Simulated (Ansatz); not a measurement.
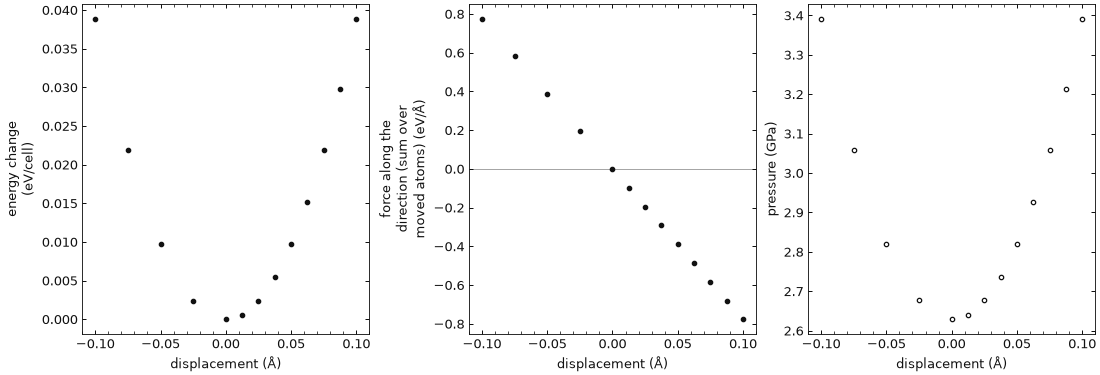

Plotted: energy change, force along the direction (sum over moved atoms) and pressure against displacement for AlRu, space group Pm-3m (No. 221).

Structure:
```
CELL_PARAMETERS angstrom
2.99160 0.00000 0.00000
0.00000 2.99160 0.00000
0.00000 0.00000 2.99160
ATOMIC_POSITIONS crystal
Al 0.00000 0.00000 0.00000
Ru 0.50000 0.50000 0.50000
```

Calculation (Ansatz 0.2.0): all atoms of one element of a crystal moved along a line, all else fixed, by plane-wave density functional theory with PAW datasets, free energies less that of the undisturbed cell, pressure positive in compression; scalar-relativistic. Level: PBE, no spin polarisation.

- wave cutoff: 420 eV
- k mesh: 16×16×16
- occupations: Gaussian
- smearing width: 0.15 eV
- k shift: (0, 0, 0) (mesh steps)
- start: as given
- moved element: Al
- direction: (0, 1, 0) (Cartesian unit vector)

The points at displacement −0.075, −0.025, 0.05 and 0.1 follow from computed ones by symmetry.

### Does the undistorted structure sit at the bottom of the curve?

Yes: the energy rises on both sides of the starting structure, which is therefore a minimum along this path.

### How does the force along the direction (sum over moved atoms) vary with displacement?

It falls from 0.78 eV/Å at displacement −0.1000 Å to −0.78 eV/Å at 0.1000 Å, and changes sign near 0.000 Å.

Caveats: reference crystal is not relaxed.

The computed values:

| displacement (Å) | energy change (eV/cell) | force along the direction (sum over moved atoms) (eV/Å) | pressure (GPa) |
| --- | --- | --- | --- |
| −0.1000 | 0.0389 | 0.78 | 3.392 |
| −0.0750 | 0.0219 | 0.58 | 3.058 |
| −0.0500 | 0.0097 | 0.39 | 2.820 |
| −0.0250 | 0.0024 | 0.19 | 2.677 |
| 0.0000 | 0.0000 | 0.00 | 2.629 |
| 0.0125 | 0.0006 | −0.10 | 2.641 |
| 0.0250 | 0.0024 | −0.19 | 2.677 |
| 0.0375 | 0.0055 | −0.29 | 2.736 |
| 0.0500 | 0.0097 | −0.39 | 2.820 |
| 0.0625 | 0.0152 | −0.49 | 2.927 |
| 0.0750 | 0.0219 | −0.58 | 3.058 |
| 0.0875 | 0.0298 | −0.68 | 3.213 |
| 0.1000 | 0.0389 | −0.78 | 3.392 |
